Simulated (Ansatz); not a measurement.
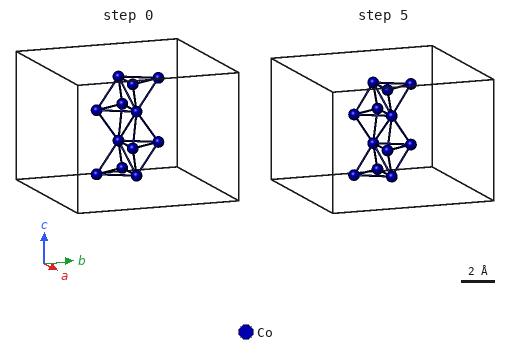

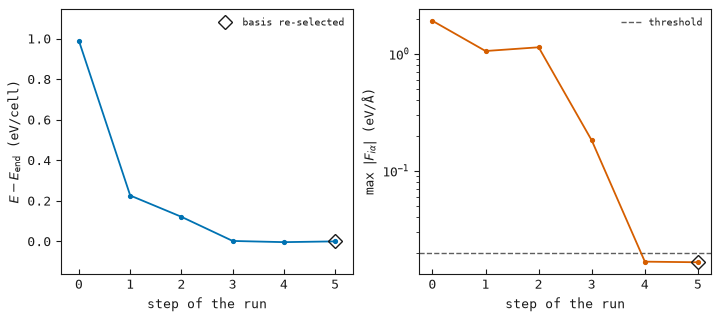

First and last geometry of a relaxation of a wire of composition Co, with the history of the run. A ball-and-stick model of the 2 repeat of the cell, with the vacuum cut short, seen slightly off an axis.

Case: wire along [0 0 1], 6 atoms a period.

The calculation used Ansatz 0.2.0, DFT PBE, scalar-relativistic, plane waves, PAW. Settings: plane-wave cutoff 420 eV; k-point mesh 1 × 1 × 8; occupations gaussian; smearing width 0.05 eV; collinear spin; cell relaxed at fixed a, b, alpha, beta, gamma; force threshold 0.02 eV/Å; at most 45 steps.

Read the history and describe the run.

Answer. It converged. The largest moves relative to the layer's centre, 0.15 Å, are those of Co atoms. Along the periodic axis the drawn cell goes c 8.066 → 7.632 Å (−5.4 %). Among the contacts that change: Co–Co 2.494 → 2.274 Å, Co–Co 2.478 → 2.299 Å, Co–Co 2.494 → 2.364 Å, Co–Co 2.478 → 2.416 Å. Bond angles that change, for instance: Co–Co–Co 108.9° → 112.2°, Co–Co–Co 59.8° → 62.4°. Over 4 accepted moves (5 points after the start) the energy falls by 0.989 eV per cell of the calculation. The largest force component goes from 1.9 to 0.017 eV/Å. The SCF was repeated once at an unchanged geometry on a basis and grid sized afresh for the cell, which shifted the energy by 3.8 meV per cell of the calculation at most. Cost: 2 min on 4 threads of Intel(R) Xeon(R) Platinum 8259CL CPU @ 2.50GHz (Skylake/Cascade Lake), on a shared host, peak memory 1.5 GiB.

```
step  E − E(0), meV/atom  largest force component, eV/Å                      note
   0                0.00                         1.9181                          
   1             -127.10                         1.0585                          
   2             -144.63                         1.1393                          
   3             -164.47                         0.1820                          
   4             -165.44                         0.0167                          
   5             -164.81                         0.0165  same geometry, new basis
```

Limits of the set-up: the k-point mesh is coarse for a cell with partly filled bands.
